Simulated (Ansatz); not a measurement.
**What a change does: single-point calculation on Ti**

System: Ti (slab, 6 atoms in the cell).
Method of run 1: DFT PBE, scalar-relativistic, plane waves, PAW, no spin polarisation (Ansatz 0.2.0).

The structure derives from an entry of the Crystallography Open Database. Text and figures count atoms from 1; the logs count them from 0 in places.

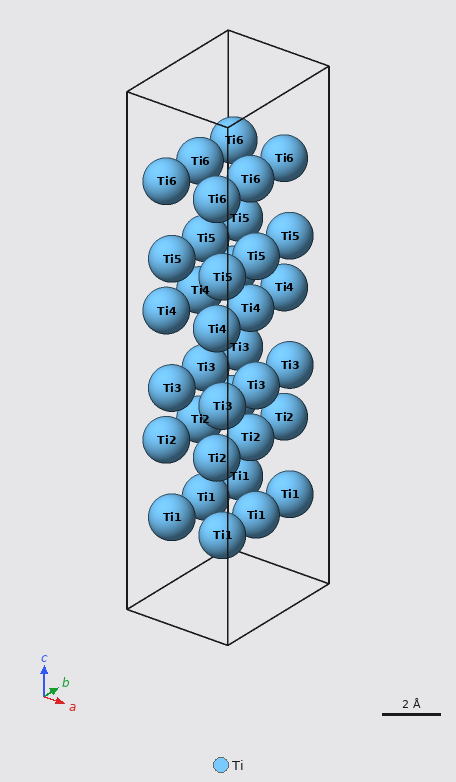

**Figure 1.** The input geometry (spheres-only view of the 2 × 3 repeat of the cell, with the vacuum cut short, seen slightly off an axis; atoms are numbered from 1 in the order of the input). An atom can appear more than once, as a periodic image.

### The input, run 1
```yaml
crystal:
  lattice:
    - [2.9384580613, 0.0, 0.0]
    - [-1.4692290307, 2.544779329, 0.0]
    - [0.0, 0.0, 26.6265850347]
  atoms:
    - { symbol: Ti, position: [0.6666666667, 0.3333333333, 0.2816733723] }
    - { symbol: Ti, position: [0.3333333333, 0.6666666667, 0.3690040234] }
    - { symbol: Ti, position: [0.6666666667, 0.3333333333, 0.4563346745] }
    - { symbol: Ti, position: [0.3333333333, 0.6666666667, 0.5436653255] }
    - { symbol: Ti, position: [0.6666666667, 0.3333333333, 0.6309959766] }
    - { symbol: Ti, position: [0.3333333333, 0.6666666667, 0.7183266277] }
basis:
  ecutwfc: 420
kpoints:
  mp_grid: { grid: [12, 12, 1] }
hamiltonian:
  xc: pbe
scf:
  occupations: { method: gaussian, width: 0.1 }
  mixing: { beta: 0.02 }
  max_iter: 90
output:
  forces: true
  stress: true
  eigenvalues: true
efield:
  axis: 3
  dipole_correction: true
  ramp_width: 0.04
```

Command:
```bash
ansatz run input.yaml --threads 1 --pin off --max-ram 2560MiB --backend cpu --events-out ev --progress --plain --runs-dir out
```

Hardware: 1 thread of Arm Neoverse V1, 24 GiB of memory available, shared host.

### Output, shortened to warnings, some set-up lines, iterations and results (run 1)
```
Basis set: ecut = 420 eV, 3833 PW (Γ), exchange–correlation on 40×40×360 points (8 copies of the dense FFT grid, shifted against one another)
Symmetry: 6 space group operations
k-points: 19 of 144 (time reversal used)
Initial density: superposition of atomic densities (neutral atoms: chi_scale 0, normalization atom), corrected by the library's trained network
[...]
SCF iter   1: F=—  HF=-14996.107713 eV  |F-HF|=—  |Δ(HF+E_count)|=         —  Δρ=1.05e-2  dr2=3.65e0  ethr=1.77e-3  p=0.000 e·Å  D=6.49e-14 V/Å  ΔV_dip=-0.00 eV  …
SCF iter   2: F=—  HF=-14996.105884 eV  |F-HF|=—  |Δ(HF+E_count)|=   1.83e-3  Δρ=1.02e-2  dr2=3.46e0  ethr=1.77e-3  p=0.000 e·Å  D=3.11e-7 V/Å  ΔV_dip=-0.00 eV  …
SCF iter   3: F=—  HF=-14996.081423 eV  |F-HF|=—  |Δ(HF+E_count)|=   2.45e-2  Δρ=5.23e-3  dr2=6.60e-1  ethr=1.77e-3  p=-0.000 e·Å  D=-6.75e-5 V/Å  ΔV_dip=0.00 eV  …
SCF iter   4: F=—  HF=-14996.076190 eV  |F-HF|=—  |Δ(HF+E_count)|=   5.23e-3  Δρ=3.31e-3  dr2=8.27e-2  ethr=9.17e-4  p=-0.000 e·Å  D=-5.63e-5 V/Å  ΔV_dip=0.00 eV  …
SCF iter   5: F=—  HF=-14996.071074 eV  |F-HF|=—  |Δ(HF+E_count)|=   5.12e-3  Δρ=9.48e-4  dr2=2.12e-3  ethr=1.15e-4  p=0.000 e·Å  D=1.93e-5 V/Å  ΔV_dip=-0.00 eV  …
SCF iter   6: F=—  HF=-14996.071099 eV  |F-HF|=—  |Δ(HF+E_count)|=   2.50e-5  Δρ=4.23e-4  dr2=4.90e-4  ethr=2.95e-6  p=0.000 e·Å  D=1.15e-5 V/Å  ΔV_dip=-0.00 eV  …
SCF iter   7: F=—  HF=-14996.071073 eV  |F-HF|=—  |Δ(HF+E_count)|=   2.58e-5  Δρ=2.08e-4  dr2=7.26e-5  ethr=6.80e-7  p=0.000 e·Å  D=6.86e-6 V/Å  ΔV_dip=-0.00 eV  …
SCF iter   8: F=—  HF=-14996.071064 eV  |F-HF|=—  |Δ(HF+E_count)|=   8.43e-6  Δρ=9.31e-5  dr2=1.59e-5  ethr=1.01e-7  p=0.000 e·Å  D=3.49e-6 V/Å  ΔV_dip=-0.00 eV  …
SCF iter   9: F=—  HF=-14996.071065 eV  |F-HF|=—  |Δ(HF+E_count)|=   7.82e-7  Δρ=2.62e-5  dr2=1.35e-6  ethr=2.21e-8  p=0.000 e·Å  D=1.21e-6 V/Å  ΔV_dip=-0.00 eV  …
SCF iter  10: F=—  HF=-14996.071066 eV  |F-HF|=—  |Δ(HF+E_count)|=   6.67e-7  Δρ=7.93e-6  dr2=1.08e-7  ethr=1.87e-9  p=-0.000 e·Å  D=-1.31e-7 V/Å  ΔV_dip=0.00 eV  …
SCF iter  11: F=-14996.071066 eV  HF=-14996.071066 eV  |F-HF|=8.61e-9  |Δ(HF+E_count)|=   1.41e-7  Δρ=3.16e-6  dr2=3.03e-8  ethr=1.39e-10  p=-0.000 e·Å  D=-6.65e-8 V/Å  …
SCF 1 converged in 11 iterations: F = -14996.071066 eV  dr2 = 3.03e-8
SCF converged after 11 iterations
Free energy (F): -14996.071066 eV
Harris-Foulkes:  -14996.071066 eV  (|F-HF|=8.61e-9)
Internal energy: -14996.015889 eV  (E = F + TS)
E sigma→0 (E₀):  -14996.043478 eV
Entropy (-TS):   -0.055177 eV (-9.196 meV/atom)
Fermi energy:    5.017444 eV
Dipole field:    D = -0.000003 V/Å  (p = -0.000003 e·Å, saw-weighted, corrected)
Work function:   Φ+ = 4.4594 eV   Φ− = 4.4593 eV
Levels:          The Fermi level and band energies are counted from a zero that moves with the ramp; work functions are not
--- Per-component energies (eV) ---
  E_band       = -1546.238608
  E_kinetic    = 1630.112662
  E_local      = -69289.924428  (includes V_loc(G=0)·N_el)
  E_nonlocal   = 50.279966
  E_hartree    = 33908.345154
  E_xc         = -581.849302
  E_vxc        = -727.608545  (∫ρ·V_xc dr)
  E_paw        = -6285.811422  (= ΣΔE_a)
  E_vpaw       = -1025.823994  (= ΣTr[D̂ρ^β])
  E_aug_tail   = 0.000697  (compensation charges beyond the density's cutoff)
  E_efield     = 0.000000  (sawtooth field / dipole correction)
  E_vefield    = 0.000000  (∫n·V_field dr)
  E_ewald      = 25572.830784
  E_smearing   = -0.055177  (= −TS)
  E_closure    = -0.000000  (closes the sum)
  Σ components = -14996.071066   (vs F -14996.071066, Δ=0.00e0)
--- Forces (eV/Å), atoms counted from 1 ---
  atom   1  Ti    -0.00000000    -0.00000000     0.52894750
  atom   2  Ti     0.00000000     0.00000000    -0.61026273
  atom   3  Ti     0.00000000    -0.00000000     0.06564042
  atom   4  Ti     0.00000000     0.00000000    -0.06563687
  atom   5  Ti     0.00000000    -0.00000000     0.61026074
  atom   6  Ti     0.00000000     0.00000000    -0.52895341
  max |Σ_I F_I| component: 4.35e-6 eV/Å
--- Stress (GPa, compression-positive) ---
       -1.283130      -0.000000       0.000000
       -0.000000      -1.283130       0.000000
       -0.000000       0.000000      -1.645835
  P = ⅓ Tr σ = -1.4040 GPa (-14.040 kbar)
```

The input of run 2 differs as follows (lines with − go, lines with + come):
```diff
-  mixing: { beta: 0.02 }
-  max_iter: 90
+  write_density: true
+  write_potential: true
+  elf: true
+  volumetric_format: npy
```

What does this change do to the results?

Both reach the same energy, so the change doesn't alter the result. The SCF takes 9 iterations against 11.

### Output, shortened to warnings, some set-up lines, iterations and results (run 2)
```
WARN: The output density's exchange-correlation potential varies sharply where the density is thin. Do not read a vacuum level from v_tot or v_xc, or from such a field of the output density. On a cell that repeats whose density bears no net charge and no dipole along the vacuum's axis use v_es (v_loc + v_h of the components); under efield.dipole_correction with no amplitude use v_es + v_field, …
Basis set: ecut = 420 eV, 3833 PW (Γ), exchange–correlation on 40×40×360 points (8 copies of the dense FFT grid, shifted against one another)
Symmetry: 6 space group operations
k-points: 19 of 144 (time reversal used)
Initial density: superposition of atomic densities (neutral atoms: chi_scale 0, normalization atom), corrected by the library's trained network
[...]
SCF iter   1: F=—  HF=-14996.107713 eV  |F-HF|=—  |Δ(HF+E_count)|=         —  Δρ=1.05e-2  dr2=3.65e0  ethr=1.77e-3  p=0.000 e·Å  D=6.49e-14 V/Å  ΔV_dip=-0.00 eV  …
SCF iter   2: F=—  HF=-14996.071509 eV  |F-HF|=—  |Δ(HF+E_count)|=   3.62e-2  Δρ=2.52e-3  dr2=1.68e-2  ethr=1.77e-3  p=0.000 e·Å  D=1.55e-5 V/Å  ΔV_dip=-0.00 eV  …
SCF iter   3: F=—  HF=-14996.071530 eV  |F-HF|=—  |Δ(HF+E_count)|=   2.04e-5  Δρ=1.27e-3  dr2=9.50e-3  ethr=2.33e-5  p=0.000 e·Å  D=7.95e-6 V/Å  ΔV_dip=-0.00 eV  …
SCF iter   4: F=—  HF=-14996.071048 eV  |F-HF|=—  |Δ(HF+E_count)|=   4.82e-4  Δρ=3.80e-4  dr2=4.82e-4  ethr=1.32e-5  p=0.000 e·Å  D=8.42e-6 V/Å  ΔV_dip=-0.00 eV  …
SCF iter   5: F=—  HF=-14996.071070 eV  |F-HF|=—  |Δ(HF+E_count)|=   2.20e-5  Δρ=1.73e-4  dr2=9.31e-5  ethr=6.70e-7  p=0.000 e·Å  D=5.71e-6 V/Å  ΔV_dip=-0.00 eV  …
SCF iter   6: F=—  HF=-14996.071060 eV  |F-HF|=—  |Δ(HF+E_count)|=   1.06e-5  Δρ=7.76e-5  dr2=2.51e-5  ethr=1.29e-7  p=0.000 e·Å  D=2.64e-6 V/Å  ΔV_dip=-0.00 eV  …
SCF iter   7: F=—  HF=-14996.071065 eV  |F-HF|=—  |Δ(HF+E_count)|=   5.40e-6  Δρ=2.35e-5  dr2=1.86e-6  ethr=3.49e-8  p=0.000 e·Å  D=8.90e-7 V/Å  ΔV_dip=-0.00 eV  …
SCF iter   8: F=—  HF=-14996.071066 eV  |F-HF|=—  |Δ(HF+E_count)|=   6.21e-7  Δρ=6.81e-6  dr2=1.61e-7  ethr=2.58e-9  p=0.000 e·Å  D=2.25e-7 V/Å  ΔV_dip=-0.00 eV  …
SCF iter   9: F=-14996.071066 eV  HF=-14996.071066 eV  |F-HF|=6.21e-9  |Δ(HF+E_count)|=   1.01e-7  Δρ=2.15e-6  dr2=6.92e-9  ethr=1.39e-10  p=0.000 e·Å  D=3.80e-8 V/Å  …
SCF 1 converged in 9 iterations: F = -14996.071066 eV  dr2 = 6.92e-9
WARN: The output density's exchange-correlation potential varies sharply where the density is thin. Do not read a vacuum level from v_tot or v_xc, or from such a field of the output density. On a cell that repeats whose density bears no net charge and no dipole along the vacuum's axis use v_es …
SCF converged after 9 iterations
Free energy (F): -14996.071066 eV
Harris-Foulkes:  -14996.071066 eV  (|F-HF|=6.21e-9)
Internal energy: -14996.015889 eV  (E = F + TS)
E sigma→0 (E₀):  -14996.043477 eV
Entropy (-TS):   -0.055177 eV (-9.196 meV/atom)
Fermi energy:    5.017398 eV
Dipole field:    D = 0.000004 V/Å  (p = 0.000004 e·Å, saw-weighted, corrected)
Work function:   Φ+ = 4.4589 eV   Φ− = 4.4590 eV
[...]
```

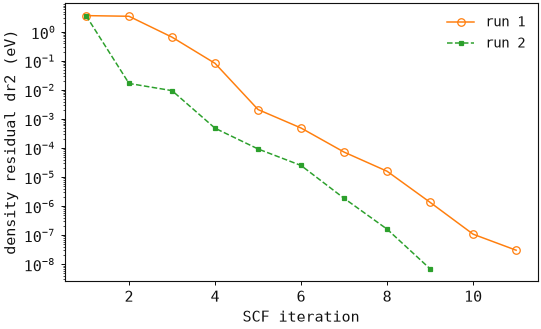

**Figure 2.** Convergence of the two runs: density residual dr2 against the SCF iteration. Run 1 takes 11 iterations in all, and run 2 takes 9.

### The two runs side by side

| quantity | run 1 | run 2 |
| --- | --- | --- |
| outcome | converged | converged |
| free energy per atom (eV) | −2499.3452 | −2499.3452 |
| energy per atom, smearing taken to zero (eV) | −2499.3406 | −2499.3406 |
| gap on the mesh (eV) | 0.00 | 0.00 |
| work function (eV) | 4.46 | 4.46 |
| largest force (eV/Å) | 0.610 | 0.610 |
| SCF iterations | 11 | 9 |
| irreducible k-points | 19 | 19 |
| plane waves at Γ | 3833 | 3833 |
| wall time (shared host) | 18 s | 23 s |

For run 2: Warnings: the exchange-correlation potential is rough where the density is thin.
